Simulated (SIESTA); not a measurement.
# PbS: 7 runs along one coordinate

System: PbS (Fm-3m, 2 atoms in the cell).
Method: Kohn-Sham DFT of a periodic cell, PBEsol, PseudoDojo 0.4 standard, converted to PSML, no spin polarisation (SIESTA 5.4.2).

The 7 runs differ only in the geometry, by an even scaling of the cell at fixed fractional positions. The structure derives from an entry of the Crystallography Open Database.

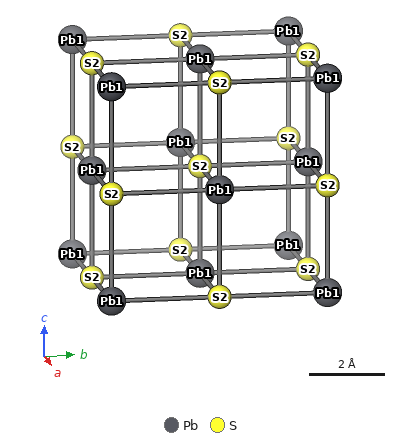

Figure 1. The structure of run 4 (ball-and-stick view of the cell 4 times as large as that of the calculation, set on its symmetry axes, seen slightly off an axis; atoms are numbered from 1 in the order of the input). An atom can appear more than once, as a periodic image.

## Input of run 4
```
SystemName                      Galena
SystemLabel                     PbS
NumberOfSpecies                 2
NumberOfAtoms                   2
%block ChemicalSpeciesLabel
  1  82 Pb
  2  16 S
%endblock ChemicalSpeciesLabel

LatticeConstant                 1.0 Ang
%block LatticeVectors
     0.0000000000     2.9657500000     2.9657500000
     2.9657500000     0.0000000000     2.9657500000
     2.9657500000     2.9657500000     0.0000000000
%endblock LatticeVectors
AtomicCoordinatesFormat         Fractional
%block AtomicCoordinatesAndAtomicSpecies
     0.0000000000     0.0000000000     0.0000000000  1  Pb
     0.5000000000     0.5000000000     0.5000000000  2  S
%endblock AtomicCoordinatesAndAtomicSpecies

%block kgrid.MonkhorstPack
    8   0   0  0.0
    0   8   0  0.0
    0   0   8  0.0
%endblock kgrid.MonkhorstPack
XC.Functional                   GGA
XC.Authors                      PBEsol
PAO.BasisSize                   DZP
PAO.EnergyShift                 0.003 Ry
Mesh.Cutoff                     500 Ry
OccupationFunction              FD
ElectronicTemperature           0.05 eV
MaxSCFIterations                120
SCF.MustConverge                false
SCF.Mixer.Method                Pulay
SCF.Mixer.Weight                0.25
SCF.Mixer.History               8
SCF.DM.Tolerance                5.0e-05
SCF.H.Tolerance                 1.0e-03 eV
WriteForces                     true
Charge.Mulliken                 end
%block PAO.Basis
  Pb 4
  n=6 0 2
    6.155 0.000
  n=6 1 2
    8.826 0.000
  n=5 2 2
    4.164 0.000
  n=6 2 1
    8.826
%endblock PAO.Basis
```

Command:
```bash
siesta < PbS.fdf > PbS.out 2>&1
```

Lattice vectors (Å) and fractional positions of run 4:
```
   0.000000    2.965750    2.965750
   2.965750    0.000000    2.965750
   2.965750    2.965750    0.000000
Pb  0.000000  0.000000  0.000000
S   0.500000  0.500000  0.500000
```

Run 2 differs from it as follows:
```diff
-     0.0000000000     2.9657500000     2.9657500000
-     2.9657500000     0.0000000000     2.9657500000
-     2.9657500000     2.9657500000     0.0000000000
+     0.0000000000     2.9256673838     2.9256673838
+     2.9256673838     0.0000000000     2.9256673838
+     2.9256673838     2.9256673838     0.0000000000
```

## Results, with one run withheld

```csv
run,volume per atom (Å³),"free energy per atom, from the lowest run given (meV)",pressure (GPa),gap on the mesh (eV)
1,24.521,18.91,4.11,0.08
2,25.042,?,?,?
3,25.564,1.94,1.24,0.25
4,26.086,0.00,−0.03,0.32
5,26.607,1.94,−1.14,0.39
6,27.129,7.35,−2.15,0.45
7,27.651,15.83,−3.03,0.51
```

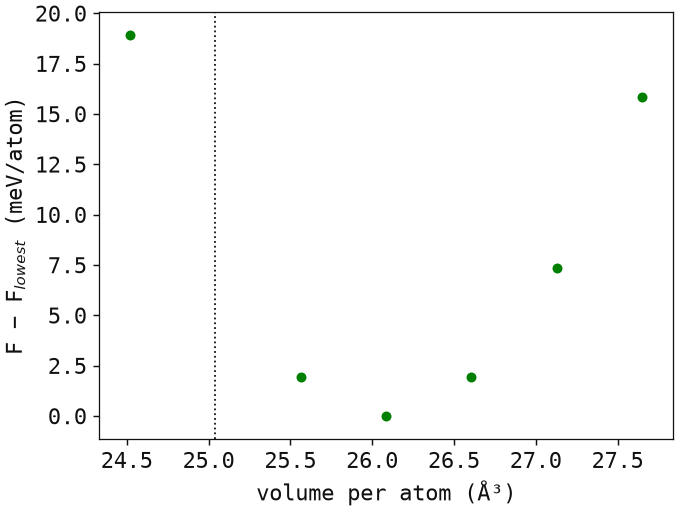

Figure 2. Free energy per atom of the runs given; the dotted line marks run 2.

Estimate the energy of run 2 from the others.

A cubic polynomial in V^(−2/3) (the Birch–Murnaghan form), fitted to the 6 runs given, misses them by at most 0.02 meV per atom. With x = V^(−2/3) − 0.11329 Å⁻², it reads F = 0.17685 − 721.73 x + 8.3239e+05 x² + 4.8709e+05 x³ (meV per atom). At run 2 it gives 8.07 meV per atom, and the run itself gives 8.11. The slope of the fit gives a pressure −dF/dV of 2.59 GPa there, and the run prints 2.57 GPa. The fit has its minimum at 26.075 Å³ per atom, where V d²F/dV² gives 58.8 GPa: the bulk modulus at this level, since symmetry fixes the shape and the positions. The gap on the mesh goes, without turning, from 0.08 eV in run 1 to 0.51 eV in run 7; run 2 has 0.17 eV. These are gaps of this functional on this mesh, which can miss the band edges; they aren't the measured gap.

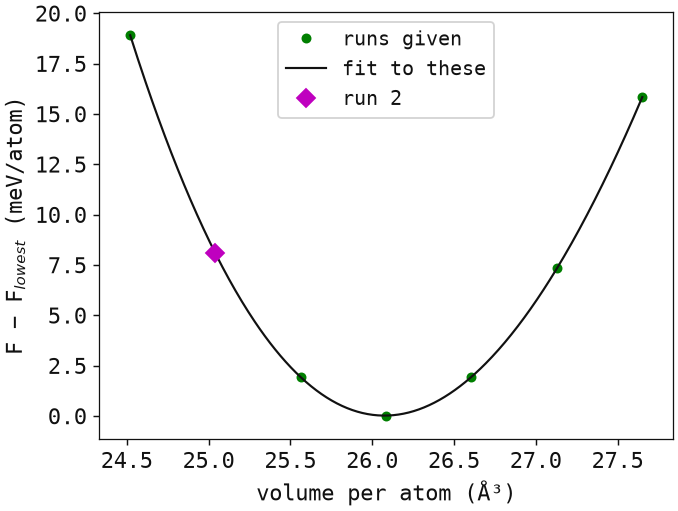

Figure 3. The fit and the withheld run.

## Some lines of the output (run 2)
```
[...]
outcell: Cell volume (Ang**3)        :     50.0847
stepf: Fermi-Dirac step function
siesta: Etot    =     -2211.986913
siesta: FreeEng =     -2211.986979
        iscf     Eharris(eV)        E_KS(eV)     FreeEng(eV)     dDmax    Ef(eV) dHmax(eV)
siesta: E_KS(eV) =            -2212.5565
siesta: E_KS - E_eggbox =     -2212.5565
siesta: Etot    =     -2212.556525
siesta: FreeEng =     -2212.557205
siesta:         Fermi =      -4.316935
siesta: Cell volume =         50.084673 Ang**3
    Orbital volume contribution        =           2.121407 eV
```

Notes: Points of doubt noted for this run: mulliken charges of long orbitals. Spin–orbit coupling is left out, which matters for Pb. With a small basis of atomic orbitals these values can differ much from converged plane-wave results.
